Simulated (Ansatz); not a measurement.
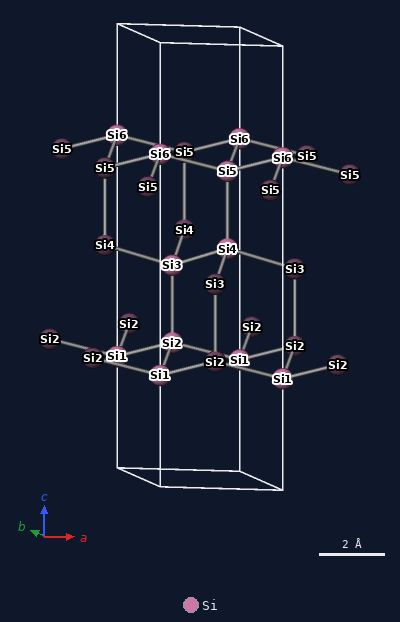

The structure (ball-and-stick view of the cell of the calculation, with the vacuum cut short, seen slightly off an axis; neighbours outside the cell are drawn fainter; atoms are numbered from 1 in the order of the input). Near neighbours in the crystal (not all of them lie inside the picture): Si has 3 Si at 2.32 Å; Si has 4 Si at 2.32 to 2.43 Å.

**What a change does: single-point calculation on Si**

System: Si (slab, 6 atoms in the cell).
Method of run 1: DFT, r2SCAN, PAW with Ansatz's default frozen-core files, scalar-relativistic, no spin polarisation (Ansatz 0.2.0).

Text and figures count atoms from 1; the logs count them from 0 in places.

### The input, run 1
```yaml
crystal:
  lattice:
    - [3.8496339811, 0.0, 0.0]
    - [-1.9248169906, 3.3338808229, 0.0]
    - [0.0, 0.0, 23.0722]
  atoms:
    - { symbol: Si, position: [0.0, 0.0, 0.3494427333] }
    - { symbol: Si, position: [0.3333333333, 0.6666666667, 0.3783473271] }
    - { symbol: Si, position: [0.3333333333, 0.6666666667, 0.4835583769] }
    - { symbol: Si, position: [0.6666666667, 0.3333333333, 0.5164416177] }
    - { symbol: Si, position: [0.6666666667, 0.3333333333, 0.6216526709] }
    - { symbol: Si, position: [0.0, 0.0, 0.6505572724] }
kpoints:
  mp_grid: { grid: [9, 9, 1] }
scf:
  occupations: { method: fermi_dirac, width: 0.02 }
hamiltonian:
  xc: r2scan
  pseudopotentials: { kind: paw }
output:
  forces: true
  stress: true
  eigenvalues: true
efield:
  axis: 3
  amplitude: 0.3
  dipole_correction: true
```

Command:
```bash
ansatz run input.yaml --threads 2 --pin off --max-ram 4096MiB --backend cpu --events-out ev --progress --plain --runs-dir out
```

Hardware: 2 threads of Arm Neoverse V1, 24 GiB of memory available, shared host.

### Output, shortened to warnings, some set-up lines, iterations and results (run 1)
```
Basis set: ecut = 500 eV, 7351 PW (Γ), exchange–correlation on 120×120×720 points (64 copies of the dense FFT grid, shifted against one another)
Symmetry: 6 space group operations
k-points: 12 of 81 (time reversal used)
Initial density: superposition of atomic densities (neutral atoms: chi_scale 0, normalization atom), corrected by the library's trained network
[...]
SCF iter   1: F=—  HF=-3833.064850 eV  |F-HF|=—  |Δ(HF+E_count)|=         —  Δρ=1.62e-2  dr2=2.20e1  dr2_τ=3.93e-2  ethr=1.77e-3  p=-0.000 e·Å  D=-1.36e-8 V/Å  ΔV_dip=0.00 eV …
SCF iter   2: F=—  HF=-4099.533366 eV  |F-HF|=—  |Δ(HF+E_count)|=    2.66e2  Δρ=1.51e-1  dr2=4.11e3  dr2_τ=1.03e0  ethr=1.77e-3  p=3.354 e·Å  D=2.05e0 V/Å  ΔV_dip=-47.28 eV  …
SCF iter   3: F=—  HF=-3831.868333 eV  |F-HF|=—  |Δ(HF+E_count)|=    2.68e2  Δρ=6.75e-3  dr2=3.48e0  dr2_τ=1.90e-3  ethr=1.77e-3  p=0.167 e·Å  D=1.02e-1 V/Å  ΔV_dip=-2.35 eV  …
SCF iter   4: F=—  HF=-3832.033487 eV  |F-HF|=—  |Δ(HF+E_count)|=   1.65e-1  Δρ=1.23e-2  dr2=8.96e0  dr2_τ=5.51e-3  ethr=1.77e-3  p=0.141 e·Å  D=8.62e-2 V/Å  ΔV_dip=-1.99 eV  …
SCF iter   5: F=—  HF=-3831.914711 eV  |F-HF|=—  |Δ(HF+E_count)|=   1.19e-1  Δρ=8.45e-3  dr2=6.10e0  dr2_τ=1.45e-3  ethr=1.77e-3  p=0.098 e·Å  D=5.96e-2 V/Å  ΔV_dip=-1.38 eV  …
[... 7 lines ...]
SCF iter  13: F=—  HF=-3831.748852 eV  |F-HF|=—  |Δ(HF+E_count)|=   3.03e-6  Δρ=1.57e-5  dr2=1.97e-6  dr2_τ=4.92e-9  ethr=1.40e-6  p=0.215 e·Å  D=1.31e-1 V/Å  ΔV_dip=-3.03 eV …
SCF iter  14: F=—  HF=-3831.748765 eV  |F-HF|=—  |Δ(HF+E_count)|=   8.72e-5  Δρ=1.06e-5  dr2=2.34e-6  dr2_τ=2.34e-9  ethr=8.20e-9  p=0.215 e·Å  D=1.31e-1 V/Å  ΔV_dip=-3.03 eV …
SCF iter  15: F=—  HF=-3831.748765 eV  |F-HF|=—  |Δ(HF+E_count)|=   5.32e-8  Δρ=3.05e-6  dr2=2.83e-7  dr2_τ=3.42e-10  ethr=8.20e-9  p=0.215 e·Å  D=1.31e-1 V/Å  ΔV_dip=-3.03 …
SCF iter  16: F=-3831.748765 eV  HF=-3831.748765 eV  |F-HF|=5.91e-9  |Δ(HF+E_count)|=   1.16e-9  Δρ=6.80e-7  dr2=1.18e-8  dr2_τ=2.52e-11  ethr=4.17e-10  p=0.215 e·Å  …
SCF 1 converged in 16 iterations: F = -3831.748765 eV  dr2 = 1.18e-8
SCF converged after 16 iterations
Free energy (F): -3831.748765 eV
Harris-Foulkes:  -3831.748765 eV  (|F-HF|=5.91e-9)
Internal energy: -3831.740960 eV  (E = F + TS)
E sigma→0 (E₀):  -3831.744863 eV
Entropy (-TS):   -0.007804 eV (-1.301 meV/atom)
Fermi energy:    -0.397734 eV
Dipole field:    D = 0.131329 V/Å  (p = 0.214910 e·Å, saw-weighted, corrected)
Work function:   not extracted (applied field tilts the vacuum); planar V_es + V_field profile in the machine report
Levels:          The Fermi level and band energies are counted from a zero that moves with the ramp; work functions are not
--- Per-component energies (eV) ---
  E_band       = -133.528228
  E_kinetic    = 238.272802
  E_local      = -5820.581444  (includes V_loc(G=0)·N_el)
  E_nonlocal   = 150.419903
  E_hartree    = 2797.797474
  E_xc         = -306.219030
  E_vxc        = -295.016300  (∫ρ·V_xc dr)
  E_paw        = -3116.323128  (= ΣΔE_a)
  E_vpaw       = -14.204268  (= ΣTr[D̂ρ^β])
  E_aug_tail   = 0.000027  (compensation charges beyond the density's cutoff)
  E_vtau       = 12.014561  (kinetic-family band-sum trace: ∫τ·v_τ [+ j·A + Jᵃ·Aᵃ] dr)
  E_efield     = -0.050361  (sawtooth field / dipole correction)
  E_vefield    = -0.036249  (∫n·V_field dr)
  E_ewald      = 2225.401394
  E_core_change = -0.458598  (= ΣΔE_core)
  E_smearing   = -0.007804  (= −TS)
  E_closure    = 0.000000  (closes the sum)
  Σ components = -3831.748765   (vs F -3831.748765, Δ=0.00e0)
--- Forces (eV/Å), atoms counted from 1 ---
  atom   1  Si     0.00000000    -0.00000000    -0.02924689
  atom   2  Si    -0.00000000     0.00000000     0.02913416
  atom   3  Si     0.00000000    -0.00000000    -0.00240316
  atom   4  Si    -0.00000000     0.00000000    -0.00221004
  atom   5  Si     0.00000000    -0.00000000     0.02751974
  atom   6  Si    -0.00000000     0.00000000    -0.02281099
  max |Σ_I F_I| component: 1.72e-5 eV/Å
--- Stress (GPa, compression-positive) ---
       -0.106040       0.000000       0.000000
        0.000000      -0.106040       0.000000
        0.000000       0.000000       0.009708
  P = ⅓ Tr σ = -0.0675 GPa (-0.675 kbar)
```

The input of run 2 differs as follows (lines with − go, lines with + come):
```diff
-efield:
-  axis: 3
-  amplitude: 0.3
-  dipole_correction: true
+  core_levels:
+    shells: { Si: ["2p"] }
+    counted_from: conduction_bottom
+    add_spin: false
+  write_density: true
+  write_potential: true
+  elf: true
+  volumetric_format: npy
```

How does run 2 compare with run 1?

The total energies belong to different models, so their difference says nothing on which is more stable or more accurate. The largest force goes from 0.029 to 0.001 eV/Å. The SCF takes 8 iterations against 16. On the same kind of shared host run 2 took about 2.7 times as long.

### Output, shortened to warnings, some set-up lines, iterations and results (run 2)
```
WARN: The output density's exchange-correlation potential varies sharply where the density is thin. Do not read a vacuum level from v_tot or v_xc, or from such a field of the output density. On a cell that repeats whose density bears no net charge and no dipole along the vacuum's axis use v_es (v_loc + v_h of the components); under efield.dipole_correction with no amplitude use v_es + v_field, …
Basis set: ecut = 500 eV, 7351 PW (Γ), exchange–correlation on 120×120×720 points (64 copies of the dense FFT grid, shifted against one another)
Symmetry: 12 space group operations
k-points: 12 of 81
Initial density: superposition of atomic densities (neutral atoms: chi_scale 0, normalization atom), corrected by the library's trained network
[...]
SCF iter   1: F=—  HF=-3831.684170 eV  |F-HF|=—  |Δ(HF+E_count)|=         —  Δρ=2.85e-3  dr2=3.11e-2  dr2_τ=3.13e-2  ethr=1.77e-3  ⟨swp⟩=9.7  Hψ=1722  notcnv=0
SCF iter   2: F=—  HF=-3831.715577 eV  |F-HF|=—  |Δ(HF+E_count)|=   3.14e-2  Δρ=7.84e-4  dr2=2.60e-3  dr2_τ=4.19e-5  ethr=1.30e-4  ⟨swp⟩=3.1  Hψ=540  notcnv=0  defer=14
SCF iter   3: F=—  HF=-3831.716575 eV  |F-HF|=—  |Δ(HF+E_count)|=   9.99e-4  Δρ=2.72e-4  dr2=3.91e-4  dr2_τ=1.87e-6  ethr=1.08e-5  ⟨swp⟩=2.0  Hψ=400  notcnv=0  defer=14
SCF iter   4: F=—  HF=-3831.716615 eV  |F-HF|=—  |Δ(HF+E_count)|=   3.93e-5  Δρ=1.33e-4  dr2=1.70e-4  dr2_τ=1.67e-7  ethr=1.63e-6  ⟨swp⟩=2.8  Hψ=341  notcnv=0  defer=14
SCF iter   5: F=—  HF=-3831.716620 eV  |F-HF|=—  |Δ(HF+E_count)|=   5.66e-6  Δρ=6.29e-5  dr2=4.72e-5  dr2_τ=3.98e-8  ethr=7.07e-7  ⟨swp⟩=1.8  Hψ=212  notcnv=0  defer=14
SCF iter   6: F=—  HF=-3831.716540 eV  |F-HF|=—  |Δ(HF+E_count)|=   8.00e-5  Δρ=9.98e-6  dr2=3.83e-6  dr2_τ=1.49e-9  ethr=1.97e-7  ⟨swp⟩=2.8  Hψ=283  notcnv=0  defer=14
SCF iter   7: F=—  HF=-3831.716540 eV  |F-HF|=—  |Δ(HF+E_count)|=   3.34e-7  Δρ=3.40e-6  dr2=1.64e-7  dr2_τ=5.30e-10  ethr=1.59e-8  ⟨swp⟩=2.7  Hψ=300  notcnv=0  defer=14
SCF iter   8: F=-3831.716540 eV  HF=-3831.716540 eV  |F-HF|=1.49e-8  |Δ(HF+E_count)|=   7.95e-8  Δρ=1.50e-6  dr2=4.30e-8  dr2_τ=8.68e-11  ethr=4.17e-10  ⟨swp⟩=18.3  Hψ=1978  …
SCF 1 converged in 8 iterations: F = -3831.716540 eV  dr2 = 4.30e-8
WARN: The output density's exchange-correlation potential varies sharply where the density is thin. Do not read a vacuum level from v_tot or v_xc, or from such a field of the output density. On a cell that repeats whose density bears no net charge and no dipole along the vacuum's axis use v_es …
── core hole 1/3: 2p of Si 0 ──
── 2p of Si 0: 100.346 eV over the cell without the hole, in 12 iterations ──
── core hole 2/3: 2p of Si 1 ──
── 2p of Si 1: 101.189 eV over the cell without the hole, in 12 iterations ──
── core hole 3/3: 2p of Si 2 ──
── 2p of Si 2: 101.121 eV over the cell without the hole, in 10 iterations ──
SCF converged after 8 iterations
Free energy (F): -3831.716540 eV
[...]
```

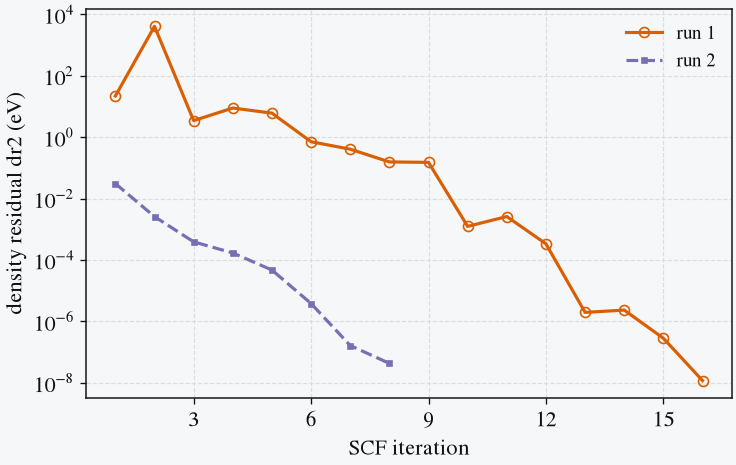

Convergence of the two runs: density residual dr2 against the SCF iteration. Run 1 takes 16 iterations in all, and run 2 takes 8.

### The two runs side by side

```tsv
quantity	run 1	run 2
outcome	converged	converged
free energy per atom (eV)	−638.6248	−638.6194
energy per atom, smearing taken to zero (eV)	−638.6241	−638.6188
largest force (eV/Å)	0.029	0.001
SCF iterations	16	8
irreducible k-points	12	12
plane waves at Γ	7351	7351
wall time (shared host)	25 s	67 s
```

For run 2: Warnings: the exchange-correlation potential is rough where the density is thin.
